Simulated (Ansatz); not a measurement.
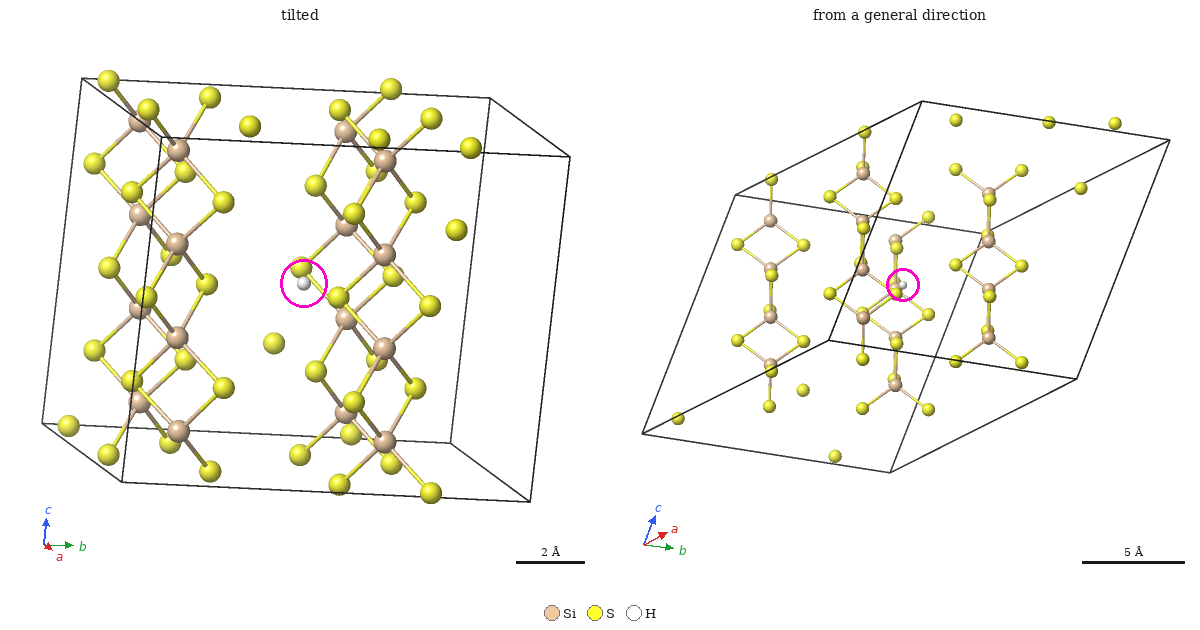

This ball-and-stick model is shown slightly off an axis and from a general direction. The parallelepiped is the supercell. The host is SiS$_{2}$, in a cell of 48 sites, and the cell is neutral. A ring marks the defect's site.

**How does this supercell depart from the perfect host?**

An interstitial hydrogen atom. It is bonded to no bonds drawn.

Level of theory and settings: Ansatz 0.2.0, DFT PBE, scalar-relativistic, plane waves, PAW, wavefunction cutoff 420 eV, a 2×2×2 mesh of k-points, Gaussian smearing of 0.01 eV, collinear spins.

**Does the cell have a net magnetic moment?**

Yes, 1.0 μB in the cell.

The atoms were relaxed in the host's cell with Ansatz, DFT PBE, scalar-relativistic, plane waves, PAW.
